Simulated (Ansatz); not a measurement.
Ti3Si: geometry relaxation (part 2 of 2)

Ti3Si (P6₃/mmc, 8 atoms in the cell); DFT PBEsol, scalar-relativistic, plane waves, PAW, no spin polarisation (Ansatz 0.2.0); cutoff 420 eV, 6×6×8 k-mesh, Fermi–Dirac smearing of 0.15 eV. The structure derives from a Materials Project entry. It belongs to a series of runs on one base structure; here: cell and atoms relaxed tightly for response.

Geometry of the input (Å; fractional positions):
```
5.5838  0.0000  0.0000
-2.7919  4.8357  0.0000
0.0000  0.0000  4.4732
Ti 0.3432  0.1716  0.7500
Ti 0.8284  0.1716  0.7500
Ti 0.8284  0.6568  0.7500
Ti 0.6568  0.8284  0.2500
Ti 0.1716  0.8284  0.2500
Ti 0.1716  0.3432  0.2500
Si 0.3333  0.6667  0.7500
Si 0.6667  0.3333  0.2500
```

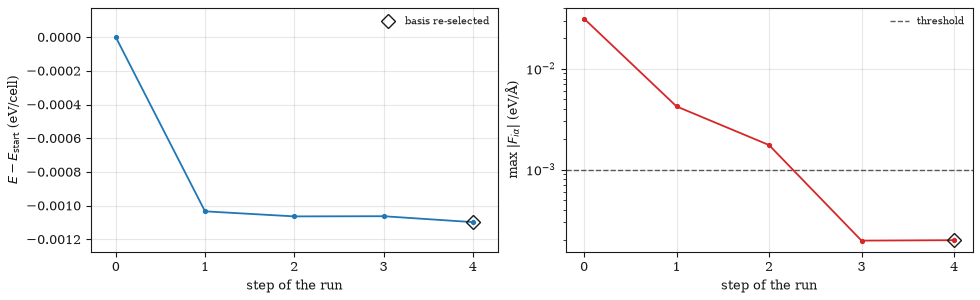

**Figure 1.** Progress of the relaxation, step by step (the first geometry is step 0 here and step 1 in the log). The atoms keep their places relative to the cell (all moves are under 0.005 Å). The energy falls by 1.1 meV per cell of the calculation in 3 geometry steps. The largest force component goes from 0.031 to 0.0002 eV/Å. The pressure goes from 0.30 to 0.00 GPa. A last SCF at the same geometry on a re-selected plane-wave basis shifts the energy by next to nothing (0.0 meV per cell of the calculation).

```
basis re-selected at this cell: Δ(F+E_penalty+E_count) = -3.496e-5 eV, ΔP = +0.000 GPa vs the last step (what re-selecting the basis moved, of the pressure what is left beyond the Pulay correction that the steps carried, after the strain that the cell walked since its last selection, with what the two solves' SCF thresholds leave and, on support functions, any second-order correction that the steps lacked; it is no measure of the basis error at this ecutwfc). This SCF's stress stands 2.33e-3 GPa from its target on what of the cell is left free (relax.cell.stress_tol is 1.00e-2 GPa) and its largest allowed force component is 2.00e-4 eV/Å (relax.f_tol is 1.00e-3 eV/Å): within both
SCF converged after 10 iterations
Free energy (F): -16090.775250 eV
Harris-Foulkes:  -16090.775250 eV  (|F-HF|=1.82e-12)
Internal energy: -16090.205945 eV  (E = F + TS)
E sigma→0 (E₀):  -16090.490598 eV
Entropy (-TS):   -0.569305 eV (-71.163 meV/atom)
Fermi energy:    14.060377 eV
--- Per-component energies (eV) ---
  E_band       = -815.870460
  E_kinetic    = 1731.790221
  E_local      = -5129.916071  (includes V_loc(G=0)·N_el)
  E_nonlocal   = 108.993292
  E_hartree    = 2169.067386
  E_xc         = -696.837718
  E_vxc        = -832.453463  (∫ρ·V_xc dr)
  E_paw        = -7135.681486  (= ΣΔE_a)
  E_vpaw       = -1032.419901  (= ΣTr[D̂ρ^β])
  E_aug_tail   = 0.000690  (compensation charges beyond the density's cutoff)
  E_ewald      = -7138.521687
  E_core_change = 0.899427  (= ΣΔE_core)
  E_smearing   = -0.569305  (= −TS)
  E_closure    = -0.000000  (closes the sum)
  Σ components = -16090.775250   (vs F -16090.775250, Δ=0.00e0)
--- Forces (eV/Å), atoms counted from 1 ---
  atom   1  Ti    -0.00017351    -0.00010018     0.00000000
  atom   2  Ti     0.00017351    -0.00010018     0.00000000
  atom   3  Ti     0.00000000     0.00020036     0.00000000
  atom   4  Ti     0.00017351     0.00010018     0.00000000
  atom   5  Ti    -0.00017351     0.00010018     0.00000000
  atom   6  Ti    -0.00000000    -0.00020036     0.00000000
  atom   7  Si    -0.00000000     0.00000000     0.00000000
  atom   8  Si     0.00000000    -0.00000000     0.00000000
  max |Σ_I F_I| component: 1.62e-17 eV/Å
--- Stress (GPa, compression-positive) ---
       -0.001304      -0.000000       0.000000
        0.000000      -0.001304       0.000000
        0.000000       0.000000       0.002331
  P = ⅓ Tr σ = -0.0001 GPa (-0.001 kbar)
--- Band table (eV; the first three rows and the last of 35) ---
  k-point 0: bands = ["-42.3131", "-42.1745", "-42.1697", "-42.1697", "-42.1037", "-42.1037", "-19.0174", "-19.0025", "-18.8540", "-18.8540", "-18.8429", "-18.7725", "-18.7725", "-18.7314", "-18.7314", "-18.5805", "-18.4249", "-18.4249", "-18.3474", "-18.3441", "-18.2259", "-18.2259", "-18.2184", "-18.2184", "4.3290", "6.3440", "10.4811", "10.8195", "10.8195", "11.1366", "11.1366", "11.3007", "11.8768", "12.2448", "12.3269", "12.3269", "12.6848", "12.6848", "13.3802", "13.8472", "14.5678", "14.5678", "14.6262", "14.6731", "14.6731", "15.8938", "15.8938", "16.0139", "16.2442"]
  k-point 1: bands = ["-42.3079", "-42.1798", "-42.1672", "-42.1672", "-42.1062", "-42.1062", "-19.0149", "-18.9976", "-18.8921", "-18.8921", "-18.8305", "-18.7952", "-18.7952", "-18.6776", "-18.6776", "-18.5716", "-18.4163", "-18.4163", "-18.3693", "-18.3533", "-18.2260", "-18.2260", "-18.2194", "-18.2194", "4.4327", "6.3001", "10.5565", "10.8490", "10.8490", "10.9186", "11.2547", "11.2547", "11.7008", "12.3940", "12.3940", "12.5439", "12.5439", "12.5844", "13.4283", "13.9398", "14.5112", "14.5112", "14.7094", "14.7094", "14.7225", "15.8763", "15.9356", "15.9356", "16.1384"]
  k-point 2: bands = ["-42.2929", "-42.1950", "-42.1600", "-42.1600", "-42.1133", "-42.1133", "-19.0082", "-18.9892", "-18.9379", "-18.9379", "-18.8480", "-18.8480", "-18.7892", "-18.5872", "-18.5872", "-18.5464", "-18.4308", "-18.4033", "-18.4033", "-18.3793", "-18.2268", "-18.2268", "-18.2221", "-18.2221", "4.7237", "6.1687", "10.3651", "10.4848", "10.9452", "10.9452", "11.5843", "11.5843", "11.6588", "12.2161", "12.2161", "12.5738", "12.5738", "13.0245", "13.5141", "14.0642", "14.3601", "14.3601", "14.6716", "14.6716", "15.0052", "15.5813", "15.9236", "15.9236", "15.9252"]
  k-point 34: bands = ["-42.2074", "-42.2074", "-42.1738", "-42.1738", "-42.1367", "-42.1367", "-18.9253", "-18.9253", "-18.8429", "-18.8429", "-18.7645", "-18.7645", "-18.6383", "-18.6383", "-18.6365", "-18.6365", "-18.4969", "-18.4969", "-18.3863", "-18.3863", "-18.3658", "-18.3658", "-18.2629", "-18.2629", "6.1525", "6.1525", "9.2738", "9.2738", "10.3285", "10.3285", "11.7746", "11.7746", "12.0946", "12.0946", "13.3987", "13.3987", "13.4666", "13.4666", "13.6563", "13.6563", "14.4413", "14.4413", "14.7553", "14.7553", "14.8812", "14.8812", "15.3805", "15.3805", "15.7285"]
--- Relaxed structure (4 steps of the walk, 4 accepted, 1 SCFs on fresh bases) ---
  F+E_penalty+E_count = -16090.77525043 eV   max|allowed force component| = 2.004e-4 eV/Å   (the final SCF, on the basis selected at the relaxed cell)
  cell:  # Å, volume = 121.0146 Å³
    - [5.5798487606068825, -2.8847022331000073e-11, 0.0]
    - [-2.7899243802784586, 4.832290775975098, 0.0]
    - [0.0, 0.0, 4.488098061508234]
  atoms:
    - { symbol: Ti, position: [0.3426840011455642, 0.17134200057278215, 0.7500000000000001] }
    - { symbol: Ti, position: [0.8286579994272179, 0.1713420005727821, 0.7500000000000001] }
    - { symbol: Ti, position: [0.8286579994272177, 0.6573159988544357, 0.7500000000000001] }
    - { symbol: Ti, position: [0.6573159988544356, 0.8286579994272179, 0.25] }
    - { symbol: Ti, position: [0.17134200057278204, 0.828657999427218, 0.25] }
    - { symbol: Ti, position: [0.17134200057278207, 0.34268400114556424, 0.25] }
    - { symbol: Si, position: [0.3333333333333333, 0.6666666666666667, 0.7500000000000001] }
    - { symbol: Si, position: [0.6666666666666666, 0.33333333333333337, 0.25] }
```

Trajectory as extended XYZ (Å, eV, eV/Å), 5 frames, from step=1 to step=5
```
8
Lattice="5.5838 0.0000 0.0000 -2.7919 4.8357 0.0000 0.0000 0.0000 4.4732" Properties=species:S:1:pos:R:3:forces:R:3 step=1 energy=-16090.77415 pressure_GPa=0.30
Ti    1.4372    0.8298    3.3549   -0.0272  -0.0157   0.0000
Ti    4.1466    0.8298    3.3549    0.0272  -0.0157   0.0000
Ti    2.7919    3.1762    3.3549    0.0000   0.0314   0.0000
Ti    1.3547    4.0060    1.1183    0.0272   0.0157   0.0000
Ti   -1.3547    4.0060    1.1183   -0.0272   0.0157   0.0000
Ti    0.0000    1.6595    1.1183    0.0000  -0.0314   0.0000
Si    0.0000    3.2238    3.3549    0.0000   0.0000   0.0000
Si    2.7919    1.6119    1.1183    0.0000   0.0000   0.0000
8
Lattice="5.5808 0.0000 0.0000 -2.7904 4.8331 0.0000 0.0000 0.0000 4.4891" Properties=species:S:1:pos:R:3:forces:R:3 step=2 energy=-16090.77519 pressure_GPa=-0.08
Ti    1.4341    0.8280    3.3668    0.0037   0.0021   0.0000
Ti    4.1467    0.8280    3.3668   -0.0037   0.0021   0.0000
Ti    2.7904    3.1772    3.3668    0.0000  -0.0042   0.0000
Ti    1.3563    4.0052    1.1223   -0.0037  -0.0021   0.0000
Ti   -1.3563    4.0052    1.1223    0.0037  -0.0021   0.0000
Ti    0.0000    1.6559    1.1223    0.0000   0.0042   0.0000
Si    0.0000    3.2221    3.3668    0.0000   0.0000   0.0000
Si    2.7904    1.6110    1.1223    0.0000   0.0000   0.0000
8
Lattice="5.5796 0.0000 0.0000 -2.7898 4.8321 0.0000 0.0000 0.0000 4.4881" Properties=species:S:1:pos:R:3:forces:R:3 step=3 energy=-16090.77522 pressure_GPa=0.01
Ti    1.4339    0.8279    3.3660    0.0015   0.0009   0.0000
Ti    4.1457    0.8279    3.3660   -0.0015   0.0009   0.0000
Ti    2.7898    3.1763    3.3660    0.0000  -0.0018   0.0000
Ti    1.3559    4.0042    1.1220   -0.0015  -0.0009   0.0000
Ti   -1.3559    4.0042    1.1220    0.0015  -0.0009   0.0000
Ti    0.0000    1.6557    1.1220    0.0000   0.0018   0.0000
Si    0.0000    3.2214    3.3660    0.0000   0.0000   0.0000
Si    2.7898    1.6107    1.1220    0.0000   0.0000   0.0000
8
Lattice="5.5798 0.0000 0.0000 -2.7899 4.8323 0.0000 0.0000 0.0000 4.4881" Properties=species:S:1:pos:R:3:forces:R:3 step=4 energy=-16090.77521 pressure_GPa=-0.00
Ti    1.4341    0.8280    3.3661   -0.0002  -0.0001   0.0000
Ti    4.1458    0.8280    3.3661    0.0002  -0.0001   0.0000
Ti    2.7899    3.1763    3.3661    0.0000   0.0002   0.0000
Ti    1.3558    4.0043    1.1220    0.0002   0.0001   0.0000
Ti   -1.3558    4.0043    1.1220   -0.0002   0.0001   0.0000
Ti    0.0000    1.6559    1.1220    0.0000  -0.0002   0.0000
Si    0.0000    3.2215    3.3661    0.0000   0.0000   0.0000
Si    2.7899    1.6108    1.1220    0.0000   0.0000   0.0000
8
Lattice="5.5798 0.0000 0.0000 -2.7899 4.8323 0.0000 0.0000 0.0000 4.4881" Properties=species:S:1:pos:R:3:forces:R:3 step=5 energy=-16090.77525 pressure_GPa=-0.00
Ti    1.4341    0.8280    3.3661   -0.0002  -0.0001   0.0000
Ti    4.1458    0.8280    3.3661    0.0002  -0.0001   0.0000
Ti    2.7899    3.1763    3.3661    0.0000   0.0002   0.0000
Ti    1.3558    4.0043    1.1220    0.0002   0.0001   0.0000
Ti   -1.3558    4.0043    1.1220   -0.0002   0.0001   0.0000
Ti    0.0000    1.6559    1.1220    0.0000  -0.0002   0.0000
Si    0.0000    3.2215    3.3661    0.0000   0.0000   0.0000
Si    2.7899    1.6108    1.1220    0.0000   0.0000   0.0000
```

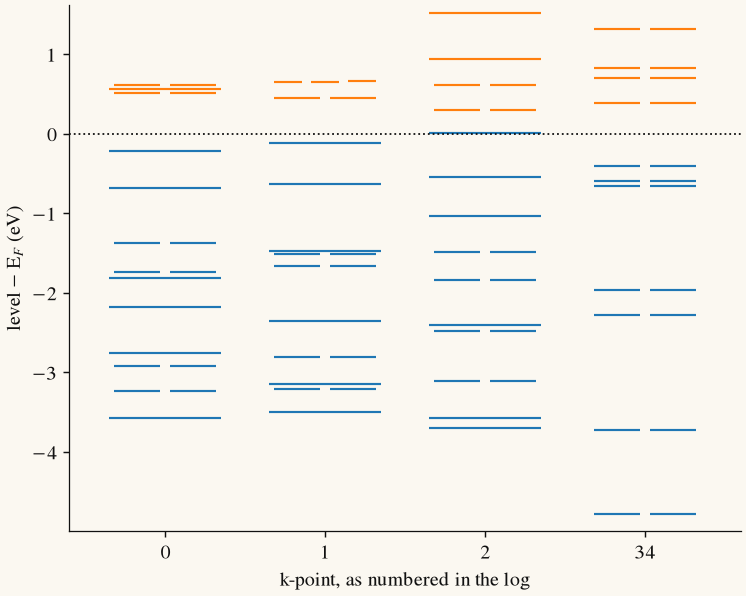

**Figure 2.** Kohn–Sham levels near the Fermi level (dotted) at the few k-points that the log prints; levels within 0.02 eV of each other stand side by side. The system is metallic on the full mesh.

Key numbers

| quantity | value |
| --- | --- |
| outcome | converged |
| space group (tolerance 0.01 Å) | P6₃/mmc (194) |
| electrons treated | 80 |
| free energy | −16090.7753 eV |
| Fermi energy | 14.060 eV |
| gap on the k-point mesh | none (metallic) |
| pressure | 0.00 GPa |
| final volume | 121.01 Å³ |
| largest force (length of the vector) at the end | under 0.001 eV/Å |
| final cell | a = 5.580 Å, b = 5.580 Å, c = 4.488 Å, α = 90.00°, β = 90.00°, γ = 120.00° |
| wall time | 20 s (CPU time 76 s) |
| peak memory | 0.58 GiB |

Remarks

Results for this metal are sensitive to the k-point mesh.
